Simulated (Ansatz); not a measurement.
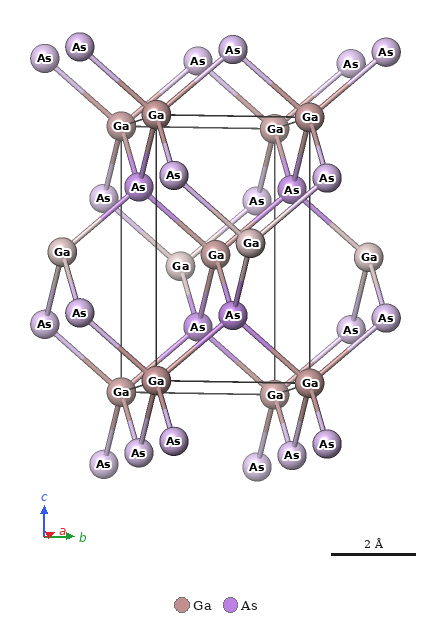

The input geometry (ball-and-stick view of the cell 2 times as large as that of the calculation, set on its symmetry axes, seen at an oblique angle; neighbours outside the cell are drawn fainter). An atom can appear more than once, as a periodic image.

Single-point calculation, with input and output: GaAs

The run: single-point calculation of GaAs (I-4m2, 2 atoms in the cell). Method and program: DFT PBE, scalar-relativistic, plane waves, PAW, no spin polarisation (Ansatz 0.2.0).

The structure derives from an entry of the Crystallography Open Database. It belongs to a series of runs on one base structure; here: ratio of the length along z to the lengths across it x 1.2, volume and fractional coordinates fixed.

**The input**
```yaml
crystal:
  lattice:
    - [0.0, 2.6601676982, 3.1922012379]
    - [2.6601676982, 0.0, 3.1922012379]
    - [2.6601676982, 2.6601676982, 0.0]
  atoms:
    - { symbol: Ga, position: [0.0, 0.0, 0.0] }
    - { symbol: As, position: [0.75, 0.75, 0.75] }
basis:
  ecutwfc: 420
kpoints:
  mp_grid: { grid: [12, 12, 12] }
hamiltonian:
  xc: pbe
scf:
  occupations: { method: gaussian, width: 0.05 }
output:
  forces: true
  stress: true
  eigenvalues: true
  write_density: true
  write_potential: true
  elf: true
  volumetric_format: npy
```

Run on 1 thread of Intel Xeon @ 2.50GHz (Skylake/Cascade Lake), 189 GiB of memory available, shared host.

Launch command:
```bash
ansatz run input.yaml --threads 1 --pin off --max-ram 2560MiB --backend cpu --events-out ev --progress --plain --runs-dir out
```

**The program's output**
```
Engine: ansatz 0.2.0, x86_64-unknown-linux-gnu
Pseudopotentials: kind: paw
Pseudopotential: Ga, paw, valence charge 13, recommended cutoff 420 eV (normal), Ga.paw.azcp
Pseudopotential: As, paw, valence charge 15, recommended cutoff 420 eV (normal), As.paw.azcp
Functional definition: PBE
  parameter kappa = 0.804
  parameter beta = 0.06672455060314922
  exchange = pbe_x(kappa = kappa, mu = beta*pi^2/3)
  correlation = pbe_c(beta = beta)
Crystal: 2 atoms, lattice volume = 45.179 Å³
Basis set: ecut = 420 eV, 863 PW (Γ), exchange–correlation on 60×60×54 points (8 copies of the dense FFT grid, shifted against one another)
Bands: 18, of which v1, the nominal top of the filled ones, is band 14 counted from 1 (13 counted from 0)
Symmetry: 8 space group operations
Space group: I-4m2 (ITA 119), of the structure as read, at distance tolerance 3.6e-5 Å
k-points: 163 of 1728 (time reversal used)
Non-local potential: Ga, projectors of the file, l = 0: 2, l = 1: 2, l = 2: 3, l = 3: 1
Non-local potential: As, projectors of the file, l = 0: 2, l = 1: 2, l = 2: 3, l = 3: 1
PAW form: soft (Blöchl's): semilocal exchange-correlation on the pseudo side does not see the compensation charge
PAW one-centre angular grid: Ga, 590 points (default); XC on 64 Gauss nodes
PAW one-centre angular grid: As, 590 points (default); XC on 64 Gauss nodes
Initial density: superposition of atomic densities (neutral atoms: chi_scale 0, normalization atom), corrected by the library's trained network
Initial wavefunctions: pseudopotential atomic-orbital guess
Functional: x = pbe(κ = 0.804, μ = 0.2195149727645171), c = pbe(β = 0.06672455060314922)
SCF iter   1: F=—  HF=-8639.614218 eV  |F-HF|=—  |Δ(HF+E_count)|=         —  Δρ=9.44e-4  dr2=3.28e-4  ethr=1.77e-3  ⟨swp⟩=5.8  Hψ=14255  notcnv=0
preconditioner: auto → Kerker (q_TF=auto, 2.519 Å⁻¹)  [metal: Δε(μ)=0.021 eV  Ē_g=15.387 eV  σ=0.050 eV  W_gap=0.22  n_scr=14 (ndim 8)  ℏωp=23.4 eV  f_vac=0.064  D(μ)=0.13/eV (n_scr^D=0)]
SCF iter   2: F=—  HF=-8639.613688 eV  |F-HF|=—  |Δ(HF+E_count)|=   5.29e-4  Δρ=6.48e-4  dr2=1.15e-4  ethr=1.17e-6  ⟨swp⟩=2.0  Hψ=5962  notcnv=0
SCF iter   3: F=—  HF=-8639.613668 eV  |F-HF|=—  |Δ(HF+E_count)|=   2.04e-5  Δρ=3.94e-4  dr2=5.94e-5  ethr=4.12e-7  ⟨swp⟩=2.0  Hψ=3767  notcnv=0
SCF iter   4: F=—  HF=-8639.613718 eV  |F-HF|=—  |Δ(HF+E_count)|=   4.96e-5  Δρ=1.56e-4  dr2=1.21e-5  ethr=2.12e-7  ⟨swp⟩=2.0  Hψ=4413  notcnv=0
SCF iter   5: F=—  HF=-8639.613725 eV  |F-HF|=—  |Δ(HF+E_count)|=   6.96e-6  Δρ=8.46e-5  dr2=2.25e-6  ethr=4.31e-8  ⟨swp⟩=2.0  Hψ=5218  notcnv=0
SCF iter   6: F=—  HF=-8639.613725 eV  |F-HF|=—  |Δ(HF+E_count)|=   4.51e-7  Δρ=4.80e-5  dr2=7.09e-7  ethr=8.03e-9  ⟨swp⟩=2.0  Hψ=5215  notcnv=0
SCF iter   7: F=-8639.613725 eV  HF=-8639.613725 eV  |F-HF|=1.45e-8  |Δ(HF+E_count)|=   4.80e-7  Δρ=7.23e-6  dr2=2.00e-8  ethr=3.57e-10  ⟨swp⟩=6.0  Hψ=18383  notcnv=0
SCF 1 converged in 7 iterations: F = -8639.613725 eV  dr2 = 2.00e-8
  greatest PAW one-centre occupation: 0.999 electrons in one spin orbital (limit 2), on the As atom at site 1 (counted from 0), in its partial waves of l = 2
SCF converged after 7 iterations
Free energy (F): -8639.613725 eV
Harris-Foulkes:  -8639.613725 eV  (|F-HF|=1.45e-8)
Internal energy: -8639.613568 eV  (E = F + TS)
E sigma→0 (E₀):  -8639.613647 eV
Entropy (-TS):   -0.000158 eV (-0.079 meV/atom)
Fermi energy:    8.640807 eV
--- Per-component energies (eV) ---
  E_band       = -311.170544
  E_kinetic    = 219.264116
  E_local      = -3889.307139  (includes V_loc(G=0)·N_el)
  E_nonlocal   = -245.913625
  E_hartree    = 1960.684190
  E_xc         = -148.364062
  E_vxc        = -137.328675  (∫ρ·V_xc dr)
  E_paw        = -3824.082581  (= ΣΔE_a)
  E_vpaw       = -179.259239  (= ΣTr[D̂ρ^β])
  E_aug_tail   = -0.000116  (compensation charges beyond the density's cutoff)
  E_ewald      = -2711.894349
  E_smearing   = -0.000158  (= −TS)
  E_closure    = -0.000000  (closes the sum)
  Σ components = -8639.613725   (vs F -8639.613725, Δ=0.00e0)
--- Forces (eV/Å), atoms counted from 1 ---
  atom   1  Ga    -0.00000000     0.00000000     0.00000000
  atom   2  As     0.00000000     0.00000000     0.00000000
  max |Σ_I F_I| component: 1.04e-16 eV/Å
--- Stress (GPa, compression-positive) ---
        7.749857       0.000000       0.000000
        0.000000       7.749857       0.000000
        0.000000       0.000000      -6.370136
  P = ⅓ Tr σ = 3.0432 GPa (30.432 kbar)
--- Band table (eV; the first three rows and the last of 163) ---
  k-point 0: bands = ["-26.9202", "-26.9202", "-26.9182", "-26.9008", "-26.8919", "-6.6446", "-6.5950", "-6.5950", "-6.5529", "-6.5371", "-4.4700", "7.2858", "8.3702", "8.6378", "8.6378", "11.9694", "11.9694", "12.4559"]
  k-point 1: bands = ["-26.9203", "-26.9202", "-26.9182", "-26.9006", "-26.8919", "-6.6443", "-6.5998", "-6.5937", "-6.5535", "-6.5357", "-4.3883", "6.6570", "7.7944", "8.5642", "9.3672", "11.8300", "12.1368", "12.7855"]
  k-point 2: bands = ["-26.9203", "-26.9201", "-26.9180", "-26.9003", "-26.8920", "-6.6462", "-6.6093", "-6.5902", "-6.5551", "-6.5322", "-4.1498", "5.3797", "7.3410", "8.3930", "9.6132", "12.0375", "12.5572", "13.4232"]
  k-point 162: bands = ["-26.9193", "-26.9193", "-26.9182", "-26.9014", "-26.8915", "-6.7190", "-6.5574", "-6.5574", "-6.5482", "-6.5378", "-2.4596", "0.7268", "6.4481", "6.4481", "10.5587", "11.0418", "17.9670", "18.1196"]
```

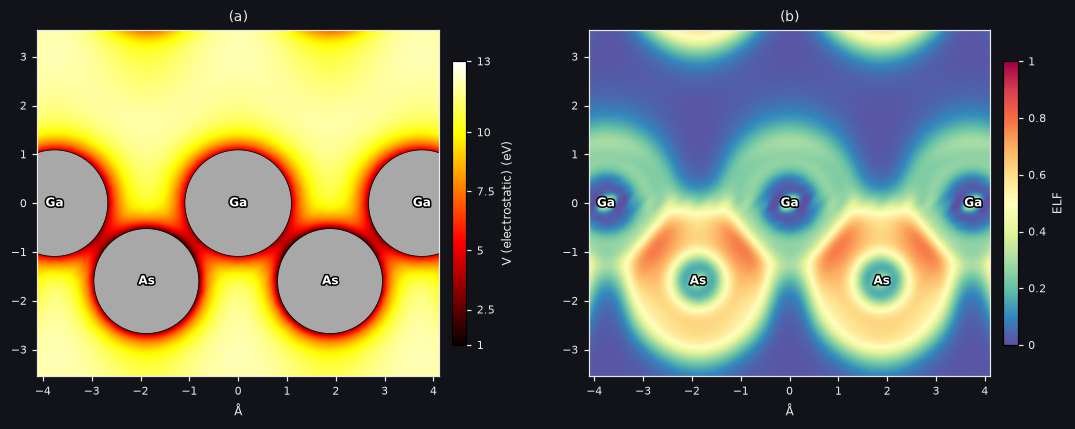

(a) electrostatic potential energy of an electron; (b) ELF on the (010) plane of the conventional cell. Grey discs, where drawn, cover atomic cores. Atoms in the plane: Ga and As. Ga–As (2.47 Å): the ELF peaks at about 0.80 between the atoms, which marks a shared electron pair. The strong features right at Ga lie inside the PAW spheres (semicore, d or f shells) and say nothing about bonding. Outside the cores the potential energy rises away from the atoms and is highest about 2.4 Å from the nearest atoms; outside the discs it spans about 11 eV, and its zero is arbitrary. In a PAW calculation such maps are meaningful between the atoms, not at the nuclei.

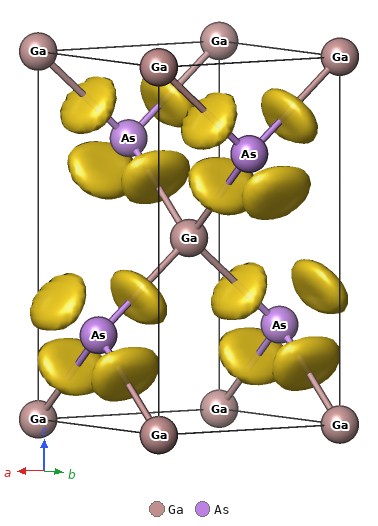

Isosurface of the ELF at 0.7 (yellow), seen at an oblique angle. Core shells and regions of very low density are left out. Sticks mark near contacts. The outline is the cell set on symmetry axes. The ELF exceeds this value in eight regions between bonded As–Ga atoms (shared pairs), counted in one cell of 4 atoms. Profiles from the grid: Ga–As (2.47 Å): the ELF peaks at about 0.80 between the atoms, as expected for localised, shared-pair bonding.

**Key numbers**

| quantity | value |
| --- | --- |
| outcome | converged |
| space group (tolerance 0.01 Å) | I-4m2 (119) |
| electrons treated | 28 |
| free energy | −8639.6137 eV |
| Fermi energy | 8.641 eV |
| gap on the k-point mesh | none (metallic) |
| pressure | 3.04 GPa |
| largest force (length of the vector) | under 0.001 eV/Å |
| wall time | 31 s |
| peak memory | 0.46 GiB |
